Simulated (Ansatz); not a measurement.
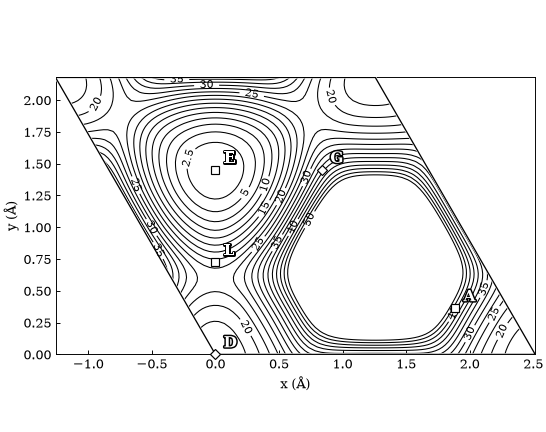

Si on a C(111) slab cut from the Fd-3m phase, its upper half relaxed before the scan (24 atoms of substrate and one adsorbate in a 2 × 2 cell). Si is moved over the surface cell at a fixed height above a rigid substrate; the origin of the map has the adsorbate above C21; the height is held at 2.80 Å. Places are given modulo a cell vector. The map is drawn in real space over the plane of the surface. Grid: 6 × 6 points; 10 points were computed and 26 follow by symmetry. Places are given in fractions of the 1 × 1 surface cell. All energies are given in meV relative to the lowest grid point. At a fixed height the lowest place need not be the adsorption site. These are results of DFT PBE+D3(BJ), scalar-relativistic, plane waves, PAW (Ansatz), not measurements. Settings: cutoff 420 eV, k-mesh 6×6×1, gaussian smearing 0.05 eV, spin-polarised.

Drawn: contour lines labelled in meV (none above 50), the outline of one cell of the plane, lettered points. Between grid points the surface is interpolated.

> Is D the lowest point of the computed grid?

No. D lies 15 meV above the lowest grid point, which is at the top site over a surface C atom, (2/6, 4/6) of the cell vectors. It is a local minimum.

> What kind of point is each of A, D, E: minimum, saddle, maximum or slope?

A: on a slope; D: minimum; E: minimum. (In these two coordinates alone; a stationary point may lie a little off the grid point.)

> Rank the lettered points by energy, lowest first.

E (0 meV), D (15 meV), L (21 meV), G (36 meV), A (46 meV).

PAW datasets: the set soft_1.
